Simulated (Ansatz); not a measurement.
## Electronic structure of GaSb in real space

Input file:

```
crystal:
  lattice:
    - [0.0, 2.93664, 3.059]
    - [3.059, 0.0, 3.059]
    - [3.059, 2.93664, 0.0]
  atoms:
    - { symbol: Ga, position: [0.0, 0.0, 0.0] }
    - { symbol: Sb, position: [0.75, 0.75, 0.75] }
basis:
  ecutwfc: 420
kpoints:
  mp_grid: { grid: [14, 14, 14] }
hamiltonian:
  xc: pbe
scf:
  occupations: { method: gaussian, width: 0.15 }
output:
  forces: true
  stress: true
  eigenvalues: true
  write_density: true
  write_potential: true
  elf: true
  volumetric_format: npy
```

Run with:

```sh
ansatz run input.yaml --threads 1 --pin off --max-ram 2560MiB --backend cpu --events-out ev --progress --plain --runs-dir out
```

Below, planes, directions and counts refer to the conventional cell (a = 4.33 Å, b = 4.33 Å, c = 5.87 Å, α = 90.00°, β = 90.00°, γ = 90.00°).

Space group I-4m2; changed on purpose from its base cell (strain -0.0400 x Voigt [0, 1, 0, 0, 0, 0], atoms carried along); computed pressure about 5 GPa in this cell.

Theory: DFT PBE, scalar-relativistic, plane waves, PAW in Ansatz.

The density is the valence pseudo-density of a PAW calculation; it isn't the true density close to the nuclei.

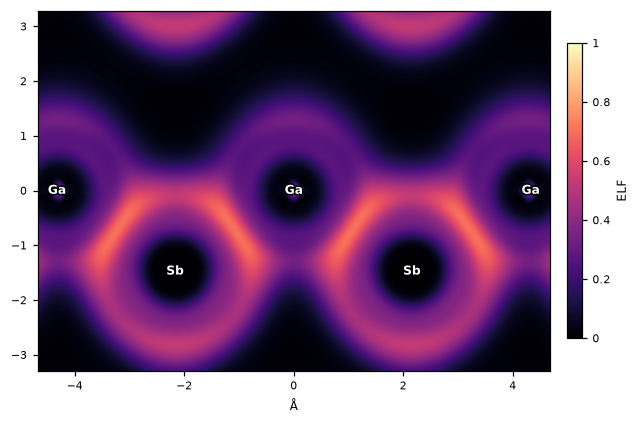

Figure 1. ELF on the (100) plane of the conventional cell.

**Describe what can be read from this map.**

- The section cuts through Ga and Sb sites.
- Ga–Sb (2.61 Å): the ELF peaks at about 0.70 between the atoms.
- The features right at Ga lie inside the PAW spheres, where the map follows smoothed inner orbitals and isn't to be read closely.

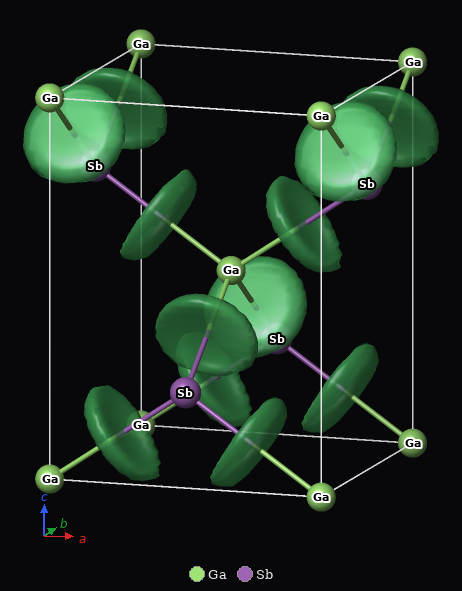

Figure 2. Isosurface of the electron localisation function at 0.6 (green), seen slightly off an axis. Only the valence region is drawn (cores and ρ < 0.01 e/Å³ removed). Sticks mark near contacts.

**What do the ELF domains correspond to?**

The surface consists of eight regions between bonded Ga–Sb atoms (shared pairs), counted in one cell of 4 atoms. Regions shared between cells count once.
